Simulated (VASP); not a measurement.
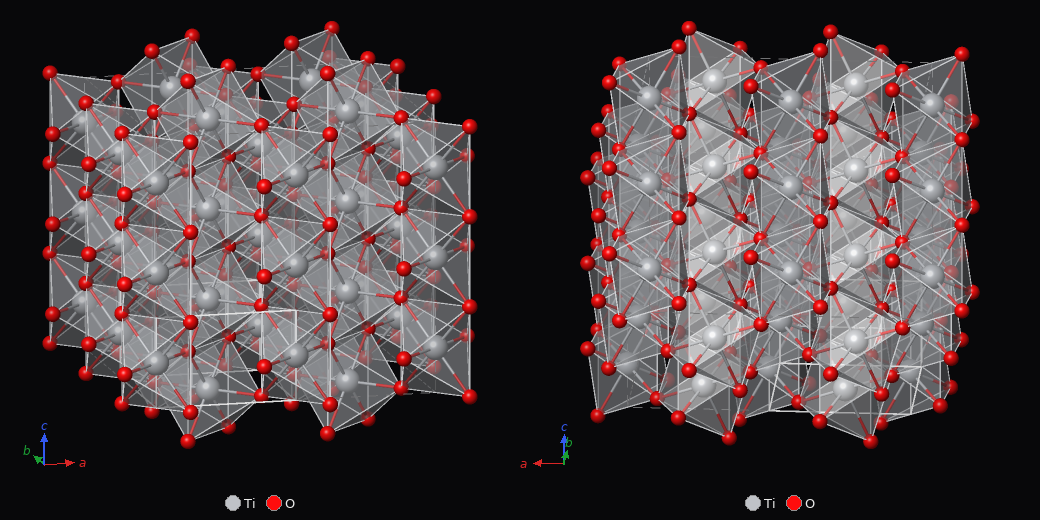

Polyhedra are drawn about Ti (bonds: O–Ti below 2.3 Å); other atoms are plain spheres. Two views of the same piece.

TiO₂ (space group P4_2/mnm, No. 136): coordinates from a relaxation with VASP, VASP Kohn-Sham DFT of a periodic cell, vdW-DF, VASP PAW PBE potentials, recommended.

What figure surrounds each Ti atom, and what does it share with the other drawn polyhedra?

Ti: TiO6 octahedron, sharing corners with eight neighbours and edges with two neighbours.

How do these polyhedra hang together as a whole?

They form a three-dimensional framework of corner- and edge-sharing octahedra.

How far apart are the centres of linked polyhedra?

Centre to centre across a shared corner: 3.63 Å; across a shared edge: 3.00 Å.
